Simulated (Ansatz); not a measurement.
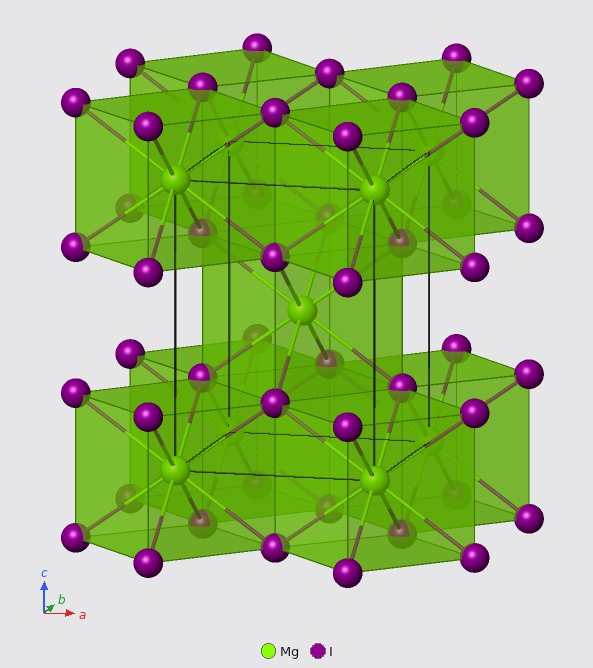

View slightly off an axis, drawn as a polyhedral model. The conventional unit cell is drawn as a box. Some neighbours outside the box are added.

MgI2, space group Immm (No. 71), a = 5.234 Å, b = 5.388 Å, c = 7.511 Å, α = 90.00°, β = 90.00°, γ = 90.00°. It goes back to a structure type filled with these elements by a generator (whether the compound takes this form wasn't checked). The cell was then strained or its atoms displaced on purpose. A calculation with Ansatz used it as input.

This one geometry was computed with Ansatz (DFT, plane waves, PAW) at three levels of theory: r2SCAN, HSE06 and PBE. It was relaxed with r2SCAN and then strained.

How does the band gap change with the level of theory?

Answer. PBE: a gap of 0.62 eV, indirect; r2SCAN: a gap of 1.35 eV, indirect; HSE06: a gap of 1.44 eV, indirect.

Collect the results in a table.

Answer.
| level | cutoff (eV) | k-mesh of the run's cell | gap (eV) | pressure (GPa) |
| --- | --- | --- | --- | --- |
| r2SCAN | 500 | 6×6×6 | 1.35 | 0.0 |
| HSE06 | 420 | 4×4×4 | 1.44 | -0.4 |
| PBE | 420 | 6×6×6 | 0.62 | 0.2 |

Gaps are taken on the k-mesh or band path of each run.
